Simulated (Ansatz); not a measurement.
# Two runs on W

System: W (slab, 16 atoms in the cell).
Method of the first run: DFT PBE, scalar-relativistic, plane waves, PAW, PAW set soft_1, no spin polarisation (Ansatz 0.2.0).

The structure derives from an entry of the Crystallography Open Database. Text and figures count atoms from 1; the logs count them from 0 in places.

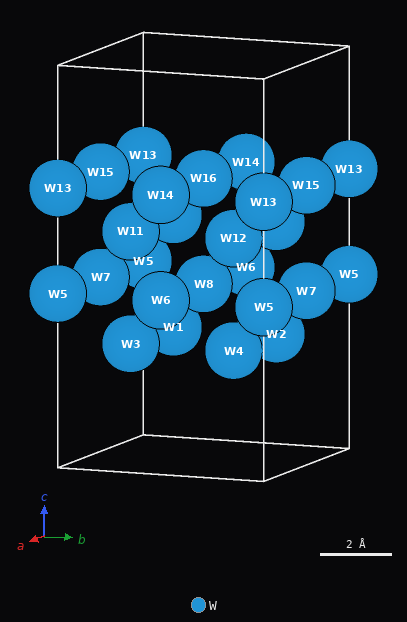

Fig. 1: The input geometry (spheres-only view of the cell of the calculation, with the vacuum cut short, seen slightly off an axis; atoms are numbered from 1 in the order of the input). An atom can appear more than once, as a periodic image.

### The input, the first run
```yaml
crystal:
  lattice:
    - [6.3673983408, 0.0, 0.0]
    - [0.0, 6.3673983408, 0.0]
    - [0.0, 0.0, 20.1425775155]
  atoms:
    - { symbol: W, position: [0.25, 0.25, 0.1985843171] }
    - { symbol: W, position: [0.25, 0.75, 0.1985843171] }
    - { symbol: W, position: [0.75, 0.25, 0.1985843171] }
    - { symbol: W, position: [0.75, 0.75, 0.1985843171] }
    - { symbol: W, position: [0.0, 0.0, 0.2776134078] }
    - { symbol: W, position: [0.0, 0.5, 0.2776134078] }
    - { symbol: W, position: [0.5, 0.0, 0.2776134078] }
    - { symbol: W, position: [0.5, 0.5, 0.2776134078] }
    - { symbol: W, position: [0.25, 0.25, 0.3599451785] }
    - { symbol: W, position: [0.25, 0.75, 0.3599451785] }
    - { symbol: W, position: [0.75, 0.25, 0.3599451785] }
    - { symbol: W, position: [0.75, 0.75, 0.3599451785] }
    - { symbol: W, position: [0.0, 0.0, 0.4290700884] }
    - { symbol: W, position: [0.0, 0.5, 0.4290700884] }
    - { symbol: W, position: [0.5, 0.0, 0.4290700884] }
    - { symbol: W, position: [0.5, 0.5, 0.4290700884] }
basis:
  ecutwfc: 420
kpoints:
  mp_grid: { grid: [4, 4, 1] }
hamiltonian:
  xc: pbe
  pseudopotentials: { kind: paw, azcp: { folder: soft_1 } }
scf:
  occupations: { method: gaussian, width: 0.1 }
output:
  forces: true
  eigenvalues: true
efield:
  axis: 3
  dipole_correction: true
  ramp_width: 0.04
```

Launched with:
```bash
ansatz run input.yaml --threads 8 --pin off --max-ram 22528MiB --backend cpu --events-out ev --progress --plain --runs-dir out
```

Hardware: 8 threads of Arm Neoverse N1, 98 GiB of memory available, shared host.

### Output, shortened to warnings, some set-up lines, iterations and results (the first run)
```
Basis set: ecut = 420 eV, 15975 PW (Γ), exchange–correlation on 90×90×270 points (8 copies of the dense FFT grid, shifted against one another)
Symmetry: 32 space group operations
k-points: 6 of 16
Initial density: superposition of atomic densities (neutral atoms: chi_scale 0, normalization atom)
[...]
SCF iter   1: F=—  HF=-166167.435775 eV  |F-HF|=—  |Δ(HF+E_count)|=         —  Δρ=4.71e-2  dr2=1.14e2  ethr=3.10e-3  p=-0.000 e·Å  D=-2.13e-7 V/Å  ΔV_dip=0.00 eV  …
SCF iter   2: F=—  HF=-166165.106224 eV  |F-HF|=—  |Δ(HF+E_count)|=    2.33e0  Δρ=4.67e-2  dr2=1.57e2  ethr=3.10e-3  p=0.262 e·Å  D=5.82e-2 V/Å  ΔV_dip=-1.17 eV  …
SCF iter   3: F=—  HF=-166154.047532 eV  |F-HF|=—  |Δ(HF+E_count)|=    1.11e1  Δρ=9.19e-3  dr2=5.91e0  ethr=3.10e-3  p=0.020 e·Å  D=4.38e-3 V/Å  ΔV_dip=-0.09 eV  …
SCF iter   4: F=—  HF=-166153.592624 eV  |F-HF|=—  |Δ(HF+E_count)|=   4.55e-1  Δρ=2.61e-3  dr2=2.99e-1  ethr=2.64e-3  p=0.032 e·Å  D=7.19e-3 V/Å  ΔV_dip=-0.14 eV  …
SCF iter   5: F=—  HF=-166153.570643 eV  |F-HF|=—  |Δ(HF+E_count)|=   2.20e-2  Δρ=9.97e-4  dr2=2.40e-2  ethr=1.34e-4  p=0.029 e·Å  D=6.50e-3 V/Å  ΔV_dip=-0.13 eV  …
SCF iter   6: F=—  HF=-166153.571018 eV  |F-HF|=—  |Δ(HF+E_count)|=   3.75e-4  Δρ=2.90e-4  dr2=2.04e-3  ethr=1.07e-5  p=0.023 e·Å  D=5.10e-3 V/Å  ΔV_dip=-0.10 eV  …
SCF iter   7: F=—  HF=-166153.571193 eV  |F-HF|=—  |Δ(HF+E_count)|=   1.75e-4  Δρ=7.24e-5  dr2=5.42e-5  ethr=9.09e-7  p=0.019 e·Å  D=4.24e-3 V/Å  ΔV_dip=-0.09 eV  …
SCF iter   8: F=—  HF=-166153.571088 eV  |F-HF|=—  |Δ(HF+E_count)|=   1.05e-4  Δρ=2.50e-5  dr2=2.76e-5  ethr=2.42e-8  p=0.017 e·Å  D=3.71e-3 V/Å  ΔV_dip=-0.07 eV  …
SCF iter   9: F=—  HF=-166153.571089 eV  |F-HF|=—  |Δ(HF+E_count)|=   1.45e-6  Δρ=9.34e-6  dr2=5.65e-6  ethr=1.23e-8  p=0.016 e·Å  D=3.62e-3 V/Å  ΔV_dip=-0.07 eV  …
SCF iter  10: F=—  HF=-166153.571089 eV  |F-HF|=—  |Δ(HF+E_count)|=   2.65e-9  Δρ=2.60e-6  dr2=2.03e-7  ethr=2.52e-9  p=0.016 e·Å  D=3.57e-3 V/Å  ΔV_dip=-0.07 eV  …
SCF iter  11: F=-166153.571089 eV  HF=-166153.571089 eV  |F-HF|=3.11e-9  |Δ(HF+E_count)|=   3.61e-8  Δρ=6.61e-7  dr2=6.80e-9  ethr=4.46e-11  p=0.016 e·Å  D=3.56e-3 V/Å  …
SCF 1 converged in 11 iterations: F = -166153.571089 eV  dr2 = 6.80e-9
SCF converged after 11 iterations
Free energy (F): -166153.571089 eV
Harris-Foulkes:  -166153.571089 eV  (|F-HF|=3.11e-9)
Internal energy: -166153.455284 eV  (E = F + TS)
E sigma→0 (E₀):  -166153.513186 eV
Entropy (-TS):   -0.115806 eV (-7.238 meV/atom)
Fermi energy:    4.149728 eV
Dipole field:    D = 0.003558 V/Å  (p = 0.016060 e·Å, saw-weighted, corrected)
Work function:   Φ+ = 4.0878 eV   Φ− = 4.1595 eV
Levels:          The Fermi level and band energies are counted from a zero that moves with the ramp; work functions are not
--- Per-component energies (eV) ---
  E_band       = -5317.950895
  E_kinetic    = 6708.052261
  E_local      = -189656.927702  (includes V_loc(G=0)·N_el)
  E_nonlocal   = -396.287283
  E_hartree    = 92143.073585
  E_xc         = -4252.995613
  E_vxc        = -3661.087007  (∫ρ·V_xc dr)
  E_paw        = -137244.180091  (= ΣΔE_a)
  E_vpaw       = -2597.828158  (= ΣTr[D̂ρ^β])
  E_aug_tail   = 0.002407  (compensation charges beyond the density's cutoff)
  E_efield     = 0.000029  (sawtooth field / dipole correction)
  E_vefield    = -0.039697  (∫n·V_field dr)
  E_ewald      = 66545.807122
  E_smearing   = -0.115806  (= −TS)
  E_closure    = 0.000000  (closes the sum)
  Σ components = -166153.571089   (vs F -166153.571089, Δ=0.00e0)
--- Forces (eV/Å), atoms counted from 1 ---
  atom   1  W      0.00000000     0.00000000     2.00523416
  atom   2  W      0.00000000    -0.00000000     2.00523416
  atom   3  W      0.00000000    -0.00000000     2.00523416
  atom   4  W      0.00000000    -0.00000000     2.00523416
  atom   5  W     -0.00000000     0.00000000    -2.04542656
  atom   6  W      0.00000000     0.00000000    -2.04542656
  atom   7  W      0.00000000     0.00000000    -2.04542656
  atom   8  W      0.00000000     0.00000000    -2.04542656
  atom   9  W     -0.00000000     0.00000000     0.02904596
  atom  10  W     -0.00000000     0.00000000     0.02904596
  atom  11  W     -0.00000000    -0.00000000     0.02904596
  atom  12  W     -0.00000000     0.00000000     0.02904596
  atom  13  W     -0.00000000    -0.00000000     0.01113769
  atom  14  W     -0.00000000    -0.00000000     0.01113769
  atom  15  W      0.00000000    -0.00000000     0.01113769
  atom  16  W     -0.00000000     0.00000000     0.01113769
  max |Σ_I F_I| component: 3.50e-5 eV/Å
```

The second run used a changed input.

### The two runs side by side

| quantity | the first run | the second run |
| --- | --- | --- |
| outcome | converged | converged |
| free energy per atom (eV) | −10384.5982 | −10384.5993 |
| energy per atom, smearing taken to zero (eV) | −10384.5946 | −10384.5957 |
| gap on the mesh (eV) | 0.00 | 0.00 |
| work function (eV) | 4.09 | – |
| largest force (eV/Å) | 2.045 | 2.046 |
| SCF iterations | 11 | 11 |
| irreducible k-points | 6 | 10 |
| plane waves at Γ | 15975 | 20733 |
| wall time (shared host) | 23 s | 50 s |

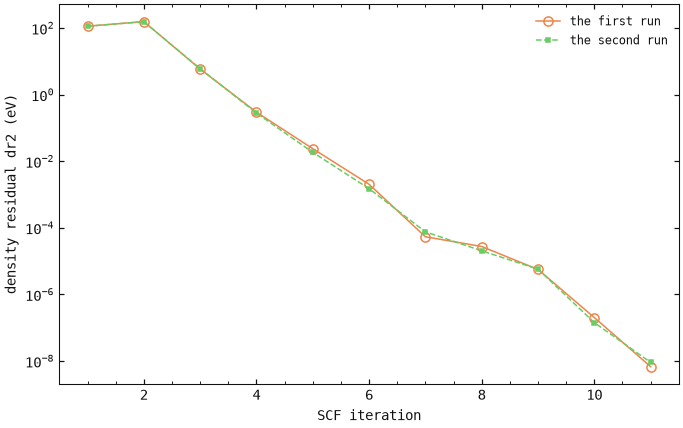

Fig. 2: Convergence of the two runs: density residual dr2 against the SCF iteration. The first run takes 11 iterations in all, and the second run takes 11.

What was changed in the input?

The change (lines with − go, lines with + come):
```diff
+  symmetry: { detect: false }
-  ecutwfc: 420
+  ecutwfc: "500 eV"
```

The free energy of the second run is 1.1 meV per atom lower, which measures how much it depends on this numerical setting. More plane waves can only lower the energy of a fixed Hamiltonian, so the higher cutoff gives the lower value. The number of SCF iterations is the same. The irreducible k-points go from 6 to 10. The plane waves at Γ go from 15975 to 20733. On the same kind of shared host the second run took about 2.1 times as long.

### Output, shortened to warnings, some set-up lines, iterations and results (the second run)
```
Basis set: ecut = 500 eV, 20733 PW (Γ), exchange–correlation on 96×96×300 points (8 copies of the dense FFT grid, shifted against one another)
Symmetry: 1 space group operations
k-points: 10 of 16 (time reversal used)
Initial density: superposition of atomic densities (neutral atoms: chi_scale 0, normalization atom)
[...]
SCF iter   1: F=—  HF=-166167.436712 eV  |F-HF|=—  |Δ(HF+E_count)|=         —  Δρ=4.71e-2  dr2=1.14e2  ethr=3.10e-3  p=0.000 e·Å  D=2.61e-7 V/Å  ΔV_dip=-0.00 eV  …
SCF iter   2: F=—  HF=-166164.805499 eV  |F-HF|=—  |Δ(HF+E_count)|=    2.63e0  Δρ=4.76e-2  dr2=1.56e2  ethr=3.10e-3  p=0.263 e·Å  D=5.84e-2 V/Å  ΔV_dip=-1.18 eV  …
SCF iter   3: F=—  HF=-166154.043641 eV  |F-HF|=—  |Δ(HF+E_count)|=    1.08e1  Δρ=9.42e-3  dr2=6.06e0  ethr=3.10e-3  p=0.039 e·Å  D=8.64e-3 V/Å  ΔV_dip=-0.17 eV  …
SCF iter   4: F=—  HF=-166153.601038 eV  |F-HF|=—  |Δ(HF+E_count)|=   4.43e-1  Δρ=2.70e-3  dr2=2.82e-1  ethr=2.71e-3  p=0.037 e·Å  D=8.27e-3 V/Å  ΔV_dip=-0.17 eV  …
SCF iter   5: F=—  HF=-166153.585495 eV  |F-HF|=—  |Δ(HF+E_count)|=   1.55e-2  Δρ=1.05e-3  dr2=1.86e-2  ethr=1.26e-4  p=0.031 e·Å  D=6.85e-3 V/Å  ΔV_dip=-0.14 eV  …
SCF iter   6: F=—  HF=-166153.587672 eV  |F-HF|=—  |Δ(HF+E_count)|=   2.18e-3  Δρ=3.20e-4  dr2=1.51e-3  ethr=8.32e-6  p=0.023 e·Å  D=5.02e-3 V/Å  ΔV_dip=-0.10 eV  …
SCF iter   7: F=—  HF=-166153.588205 eV  |F-HF|=—  |Δ(HF+E_count)|=   5.33e-4  Δρ=8.91e-5  dr2=7.63e-5  ethr=6.73e-7  p=0.019 e·Å  D=4.14e-3 V/Å  ΔV_dip=-0.08 eV  …
SCF iter   8: F=—  HF=-166153.588528 eV  |F-HF|=—  |Δ(HF+E_count)|=   3.23e-4  Δρ=2.85e-5  dr2=2.05e-5  ethr=3.41e-8  p=0.017 e·Å  D=3.67e-3 V/Å  ΔV_dip=-0.07 eV  …
SCF iter   9: F=—  HF=-166153.588535 eV  |F-HF|=—  |Δ(HF+E_count)|=   7.33e-6  Δρ=1.01e-5  dr2=5.78e-6  ethr=9.17e-9  p=0.016 e·Å  D=3.59e-3 V/Å  ΔV_dip=-0.07 eV  …
SCF iter  10: F=—  HF=-166153.588536 eV  |F-HF|=—  |Δ(HF+E_count)|=   5.96e-7  Δρ=2.53e-6  dr2=1.43e-7  ethr=2.58e-9  p=0.016 e·Å  D=3.56e-3 V/Å  ΔV_dip=-0.07 eV  …
SCF iter  11: F=-166153.588536 eV  HF=-166153.588536 eV  |F-HF|=1.40e-9  |Δ(HF+E_count)|=   4.89e-8  Δρ=7.29e-7  dr2=9.15e-9  ethr=4.46e-11  p=0.016 e·Å  D=3.56e-3 V/Å  …
SCF 1 converged in 11 iterations: F = -166153.588536 eV  dr2 = 9.15e-9
SCF converged after 11 iterations
Free energy (F): -166153.588536 eV
Harris-Foulkes:  -166153.588536 eV  (|F-HF|=1.40e-9)
Internal energy: -166153.472742 eV  (E = F + TS)
E sigma→0 (E₀):  -166153.530639 eV
Entropy (-TS):   -0.115794 eV (-7.237 meV/atom)
Fermi energy:    4.149721 eV
Dipole field:    D = 0.003548 V/Å  (p = 0.016013 e·Å, saw-weighted, corrected)
Work function:   Φ+ = 4.0879 eV   Φ− = 4.1594 eV
Levels:          The Fermi level and band energies are counted from a zero that moves with the ramp; work functions are not
--- Per-component energies (eV) ---
  E_band       = -5318.015283
  E_kinetic    = 6708.156889
  E_local      = -189656.954989  (includes V_loc(G=0)·N_el)
  E_nonlocal   = -396.433934
  E_hartree    = 92143.023129
  E_xc         = -4253.034515
  E_vxc        = -3661.146744  (∫ρ·V_xc dr)
  E_paw        = -137244.037527  (= ΣΔE_a)
  E_vpaw       = -2597.672789  (= ΣTr[D̂ρ^β])
  E_aug_tail   = 0.001055  (compensation charges beyond the density's cutoff)
  E_efield     = 0.000028  (sawtooth field / dipole correction)
  E_vefield    = -0.039581  (∫n·V_field dr)
  E_ewald      = 66545.807122
  E_smearing   = -0.115794  (= −TS)
  E_closure    = 0.000000  (closes the sum)
  Σ components = -166153.588536   (vs F -166153.588536, Δ=0.00e0)
--- Forces (eV/Å), atoms counted from 1 ---
  atom   1  W      0.00000265    -0.00000178     2.00640612
  atom   2  W     -0.00000140     0.00000180     2.00640662
  atom   3  W     -0.00000265     0.00000140     2.00640762
  atom   4  W      0.00000140    -0.00000137     2.00640727
  atom   5  W      0.00000247    -0.00000443    -2.04563439
  atom   6  W     -0.00000452     0.00000439    -2.04563530
  atom   7  W     -0.00000243     0.00000423    -2.04563851
  atom   8  W      0.00000454    -0.00000425    -2.04563648
  atom   9  W      0.00000501    -0.00000505     0.02933437
  atom  10  W     -0.00000821     0.00000507     0.02933323
  atom  11  W     -0.00000503     0.00000563     0.02933173
  atom  12  W      0.00000819    -0.00000560     0.02933251
  atom  13  W      0.00000474    -0.00000535     0.00990992
  atom  14  W     -0.00000405     0.00000535     0.00991016
  atom  15  W     -0.00000474     0.00000545     0.00991267
  atom  16  W      0.00000404    -0.00000545     0.00991171
  max |Σ_I F_I| component: 5.93e-5 eV/Å
```

For both runs: Spin–orbit coupling is left out, which matters for W.
